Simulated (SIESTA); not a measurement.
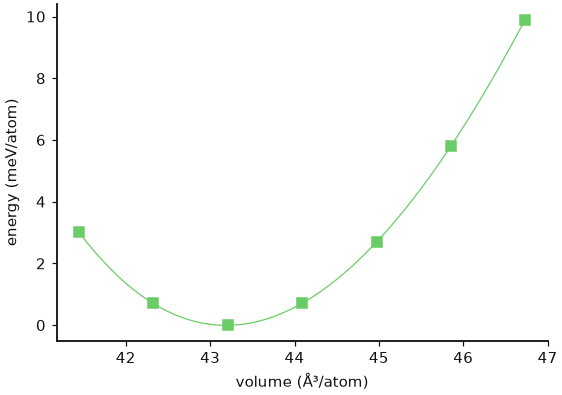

The figure shows the energy against volume for KI, space group Fm-3m (No. 225).

Starting cell:
```
CELL_PARAMETERS angstrom
0.00000 3.53277 3.53277
3.53277 0.00000 3.53277
3.53277 3.53277 0.00000
ATOMIC_POSITIONS crystal
I 0.50000 0.50000 0.50000
K 0.00000 0.00000 0.00000
```

How it was computed, with SIESTA 5.4.2: DFT in numerical atomic orbitals with pseudopotentials, no spin polarisation; energies at scaled volumes of the given cell, shape and fractions fixed, counted from the fit's minimum, third-order Birch-Murnaghan fit. Level: PBEsol.

```csv
setting,value
k mesh,7×7×7
occupations,Fermi–Dirac
smearing width,0.05 eV
potentials,"PseudoDojo 0.4 standard, converted to PSML, two zetas on semicore shells"
program settings,"basis DZP, mesh cutoff 800 Ry"
```

This calculation gives: equilibrium volume 43.19 Å³/atom and bulk modulus 12.7 GPa.

Now I is replaced by Br on all its sites, which gives KBr in the same structure. What happens?

The equilibrium volume falls from 43.19 to 35.21 Å³/atom (−18 %) and the bulk modulus rises from 12.7 to 15.4 GPa (+21 %).

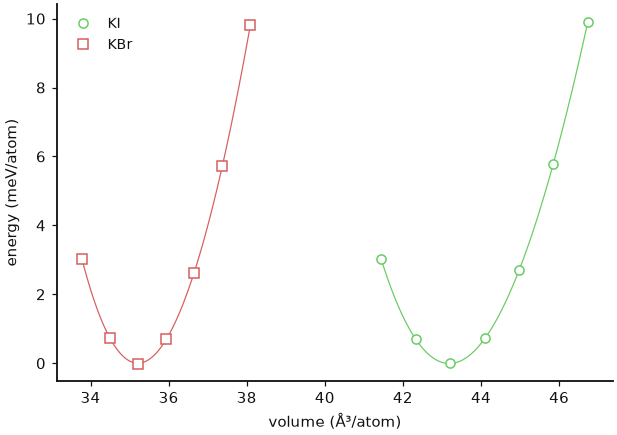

The two results together.

For both, limits of the calculation: mulliken charges of long orbitals.

V0 and the bulk modulus come from third-order Birch–Murnaghan fits.
